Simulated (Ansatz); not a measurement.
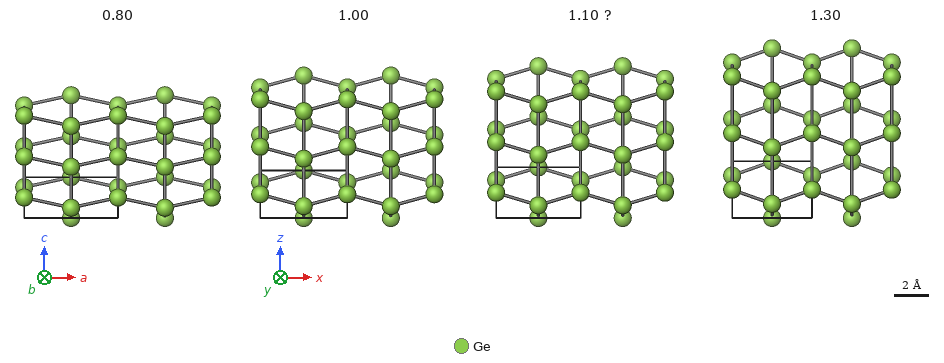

A scan of a crystal of Ge (I4_1/amd): the ratio of the cell's length along z to its lengths across, counted as 1 for the reference, is changed at fixed volume (a c/a path), with the atoms kept at their fractional coordinates. x, y and z are the Cartesian axes of the input. Style: ball-and-stick. Shown: the conventional cell (2 times the calculation's cell), repeated 2 × 1 × 3 with one cell outlined, along the b axis. Lengths and directions refer to the drawn axes.

These are results of DFT PBEsol, scalar-relativistic, plane waves, PAW in Ansatz, not measurements. Set-up: plane-wave cutoff 420 eV; k-point mesh 26 × 26 × 26; occupations gaussian; smearing width 0.15 eV; no spin polarisation. Energies (free energies at the smearing named) are counted from the relaxed crystal.

```tsv
axial ratio over its reference value	E − E(ref) (meV/atom)
0.80	226.6
0.85	112.1
0.92	27.9
0.96	6.8
1.00	0.0
1.05	4.0
1.10	?
1.20	65.6
1.30	122.1
```

Estimate the missing energy from the other rows, and compare with the calculation.

Answer. A straight line between the two neighbours gives 24.5 meV/atom. A cubic through the four nearest rows (1.00, 1.05, 1.20, 1.30) gives, with Lagrange weights, (−0.3333)(0.0) + (1.0667)(4.0) + (0.3333)(65.6) + (−0.0667)(122.1) = 18.0 meV/atom. The calculation gives 18.7 meV/atom, so the cubic is 0.7 meV/atom too low and the straight line 5.8 meV/atom too high, as the curve bends upwards here.

The whole profile:

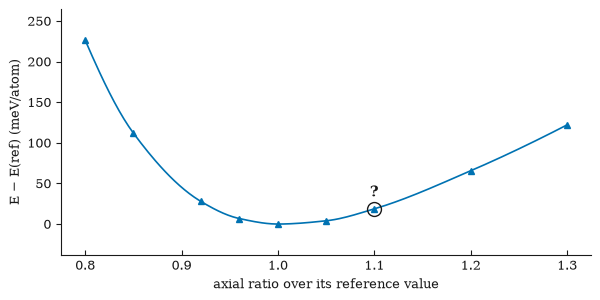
